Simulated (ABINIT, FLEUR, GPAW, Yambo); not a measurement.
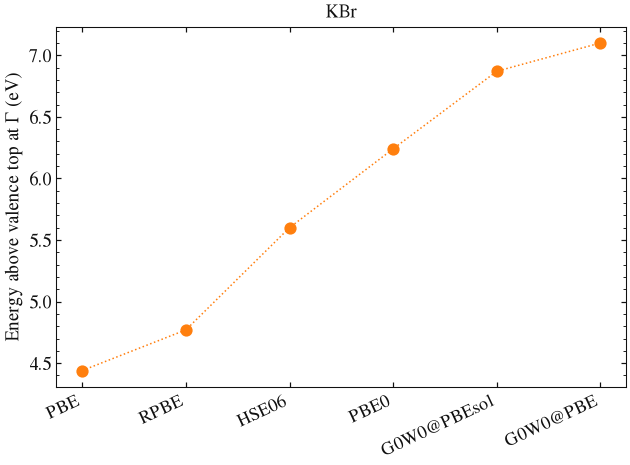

Lowest conduction level at Γ, counted from the valence-band top at Γ, by several methods on one cell of rocksalt KBr, space group Fm-3m (No. 225), 2 atoms in the primitive cell; cubic a = 6.600 Å. All runs are without spin-orbit coupling and carry no moments.

Question: How do the methods rank at Γ?

Answer: From low to high: PBE 4.44, RPBE 4.77, HSE06 5.60, PBE0 6.24, G0W0@PBEsol 6.87, G0W0@PBE 7.10 eV.

| method | program | Γ (eV) |
| --- | --- | --- |
| PBE | ABINIT | 4.44 |
| RPBE | ABINIT | 4.77 |
| HSE06 | FLEUR | 5.60 |
| PBE0 | ABINIT | 6.24 |
| G0W0@PBEsol | Yambo | 6.87 |
| G0W0@PBE | GPAW | 7.10 |

Settings. PBE: JTH PAW PBE v2.0, 9×9×9 k mesh, 435 eV cutoff, Fermi-Dirac smearing of 0.05 eV (ABINIT). RPBE: JTH PAW PBE v2.0, 7×7×7 k mesh, 435 eV cutoff, Fermi-Dirac smearing of 0.05 eV (ABINIT). HSE06: all-electron, 4×4×4 k mesh, Fermi-Dirac smearing of 0.05 eV (FLEUR). PBE0: SG15 NC PBE v1.2, 6×6×6 k mesh, 381 eV cutoff, fixed occupations (ABINIT 10.8.3 (patched build)). G0W0@PBEsol: PBEsol, PseudoDojo 0.4.1 SR PBEsol standard, 6×6×6 k mesh, 1007 eV cutoff, fixed occupations (Yambo 5.3.0), G0W0 with frequency dependence of W plasmon pole, bands in the response 108, bands in the self-energy 108, cutoff of the response matrix 8 Ry and cutoff of exchange and Vxc 74 Ry. G0W0@PBE: PBE, GPAW PAW data sets (gpaw-data 1.2.1), 4×4×4 k mesh, 450 eV cutoff, Fermi-Dirac smearing of 0.001 eV (GPAW 26.7.0), G0W0 with response cutoff 100 eV, frequency model plasmon pole and response bands 163, extrapolated in the response cutoff.

These are six of the 24 methods that were run on this cell. Runs that lie over 0.07 eV from the median of the programs for their method weren't drawn. The runs come from different programs and meshes, which adds differences of its own. Spin-orbit coupling is left out, which matters for Br. LDA, GGA and most meta-GGA functionals understate gaps. RPBE: the PAW data sets were made with another functional. HSE06: core states are solved in the semilocal potential. HSE06: the k mesh is thin for exact exchange. PBE0: the potentials were made for another functional. G0W0@PBE: the k mesh is coarse. G0W0@PBE: the quasiparticle gap is taken among the few k points that were corrected. G0W0@PBE: the long-wavelength limit can be off by a per cent or two. The GW runs differ in bands or cutoffs. The GW values that aren't extrapolated fall short of the basis limit.
